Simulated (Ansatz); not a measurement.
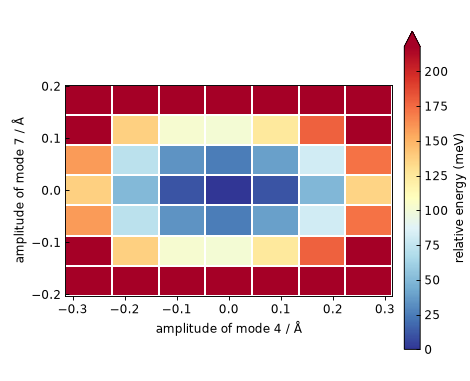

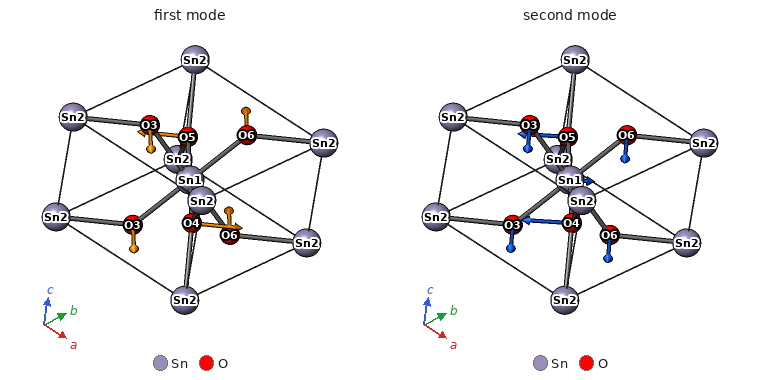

Energy landscape of SnO₂ (Pnnm, No. 58; 6 atoms in the cell). 
- The energy is mapped over two normal modes frozen in (zone-centre modes of the 6-atom cell of this scan).
- First axis: amplitude of mode 4 (103 cm⁻¹), largest displacement. Second axis: amplitude of mode 7 (224 cm⁻¹), largest displacement.
- Nothing is relaxed (the cell and all other modes fixed).
- The scan uses a 7 × 7 grid; 37 points were computed and 12 follow by symmetry.
- Points are written as (first, second).
- Energies: meV per cell, counted from the lowest grid point.
- All numbers below come from DFT LDA, scalar-relativistic, plane waves, PAW in Ansatz 0.2.0. Settings: cutoff 520 eV, k-mesh 6×6×8 in the order of the run's cell vectors, gaussian smearing 0.05 eV, no spin polarisation.

In the figure: one coloured cell a grid point, one colour for all values above the top of the scale. The second picture is the structure at the lowest point

Question: Summarise what can be read from the map.

Answer: The lowest grid point is at (0.00 Å, 0.000 Å). It is the only kind of minimum in the scanned range. The highest grid point, (0.27 Å, −0.174 Å), lies 464 meV above the lowest. The gap on the k-mesh is 1.2 eV at the lowest point and runs from 1.2 to 1.5 eV over the map.

Each point was launched as `ansatz run input.yaml --threads 2 --pin off --max-ram 4096MiB --backend cpu --events-out ev --progress --plain --runs-dir out`. Time for the 37 points that were run: 7.2 min on 2 threads of Intel(R) Xeon(R) Platinum 8375C CPU @ 2.90GHz (Ice Lake), on a shared host.

PAW datasets: the set soft_1.
